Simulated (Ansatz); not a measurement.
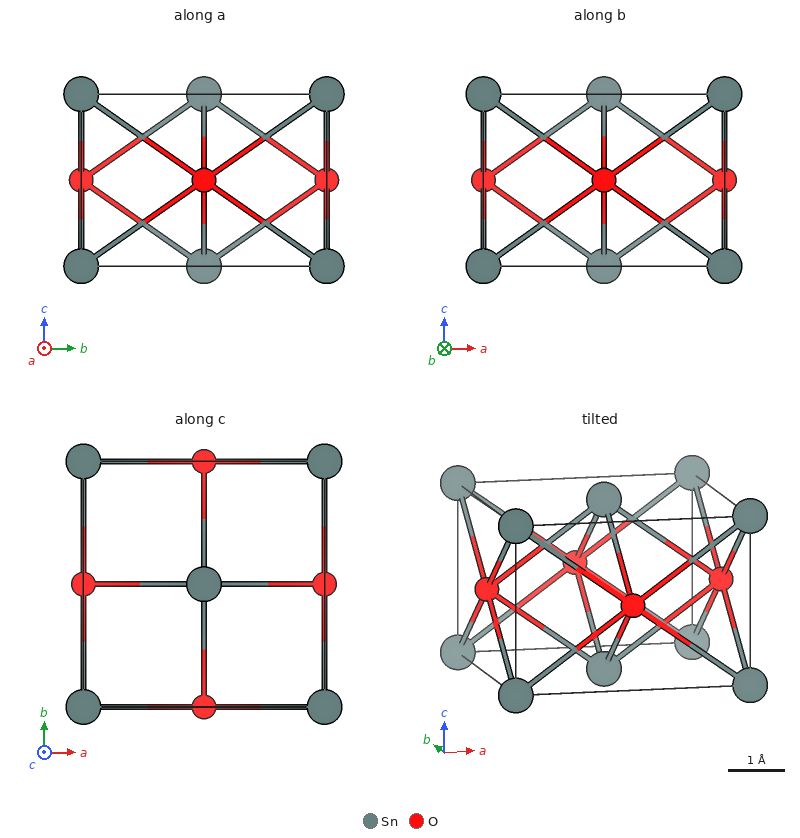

View along the a axis, along the b axis, along the c axis and slightly off an axis, drawn as a ball-and-stick model. The outline marks the conventional unit cell.

Lattice parameters: a = 4.3492 Å, b = 4.4286 Å, c = 3.1034 Å, α = 90.000°, β = 90.000°, γ = 90.000°.

Question: Convert the drawing into a CIF in P1 with every atom of the cell.

Answer:
```cif
data_structure
_symmetry_space_group_name_H-M 'P 1'
_symmetry_Int_Tables_number 1
_cell_length_a 4.3492
_cell_length_b 4.4286
_cell_length_c 3.1034
_cell_angle_alpha 90.000
_cell_angle_beta 90.000
_cell_angle_gamma 90.000
_cell_volume 59.77
loop_
_atom_site_label
_atom_site_type_symbol
_atom_site_fract_x
_atom_site_fract_y
_atom_site_fract_z
_atom_site_occupancy
Sn1 Sn 0.0000 0.0000 0.0000 1
O1 O 0.5000 0.0000 0.5000 1
Sn2 Sn 0.5000 0.5000 0.0000 1
O2 O 0.0000 0.5000 0.5000 1
```

The model was built from a structure type filled with these elements by a generator (whether the compound takes this form wasn't checked). The cell was then strained or its atoms displaced on purpose. A calculation with Ansatz used it as input.
